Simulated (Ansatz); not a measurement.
The cell of Hg (I4_1/amd). Source of the atomic positions: coordinates from a relaxation at fixed volume with Ansatz, DFT PBE, scalar-relativistic, plane waves, PAW.

```
CELL_PARAMETERS angstrom
6.12880 0.00000 0.00000
0.00000 6.12880 0.00000
0.00000 0.00000 3.26784
ATOMIC_POSITIONS crystal
Hg 0.00000 0.50000 0.25000
Hg 0.00000 0.00000 0.00000
Hg 0.50000 0.00000 0.75000
Hg 0.50000 0.50000 0.50000
```

**Take as void every point where the procrystal density (the sum of the densities of spherically averaged neutral Hartree-Fock atoms) is below 0.005 e/bohr³. From Rb on the atoms have core potentials, so only their outer electrons count. What do the voids look like?**

The voids take about 6.3 % of the cell (7.7 Å³ of 122.7 Å³) and are bounded by about 39 Å² of surface per cell. Where they connect, they form one-dimensional channels along [001].

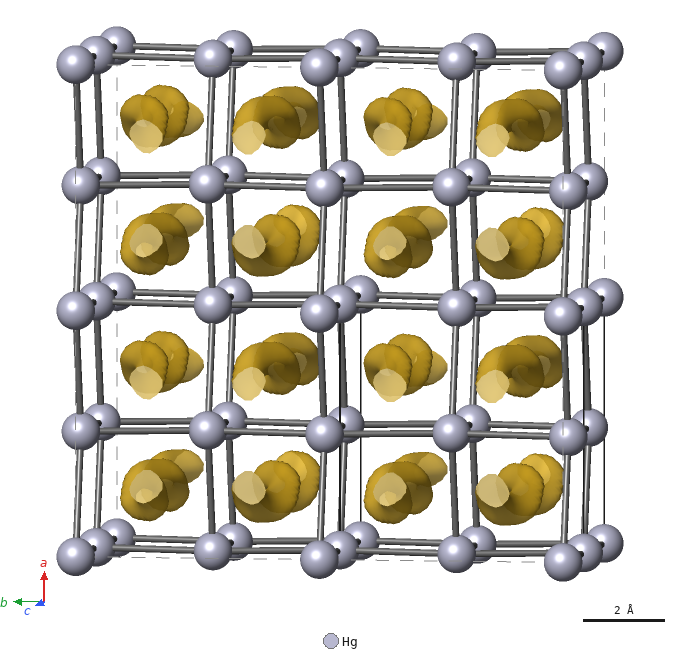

The voids drawn in 2×2×2 cells, view nearly along [001]. Pale faces close the region where the drawn box cuts it.
